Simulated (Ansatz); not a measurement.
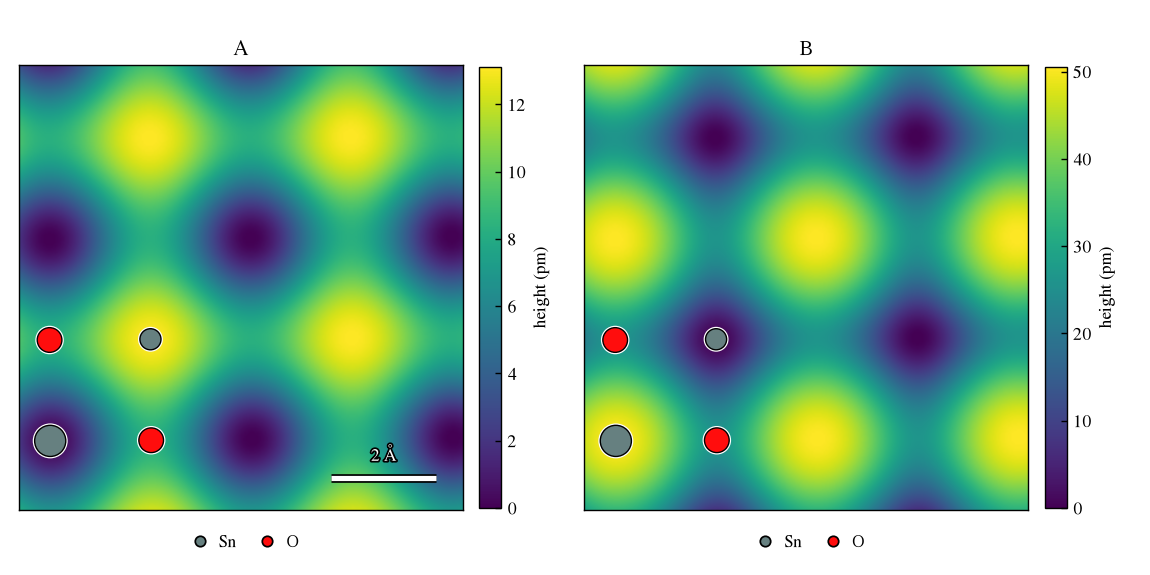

Two constant-current images of the same area of monolayer SnO, one at −3.55 V (set point 5.2 × 10⁻⁵ e/Å³) and one at +2.15 V (8.4 × 10⁻⁵ e/Å³), with the atoms seen from above drawn over one corner (deeper ones smaller).

Images follow the Tersoff–Hamann model: the current is the local density of the sample's states between the Fermi level and the bias, at the tip's centre. Zero bias is put in the middle of the gap by convention. Bias windows are sharp sums over the levels of the k mesh.

All numbers here come from DFT PBE+D3(BJ), scalar-relativistic, plane waves, PAW (Ansatz 0.2.0). Cutoff 420 eV, 28 × 28 k-points, Gaussian smearing 0.05 eV, dipole correction. No spin polarisation. Spin–orbit coupling is left out; with Sn it can shift levels and gaps. The semilocal functional makes this wide gap too small, and with it the biases at which current sets in. The run couldn't confirm all of its levels under its output density. The run warns that the functional's potential is rough in the thin density of the vacuum, where the tip is; weak contrasts and barriers may feel it.

Which image shows the filled states?

Image B. The filled states (−3.55 V) are brightest over the top Sn atoms, the empty states (+2.15 V) over the sites above the Sn atoms 2.4 Å below the top plane. So weak a contrast as here depends on the k-mesh and on the tip.
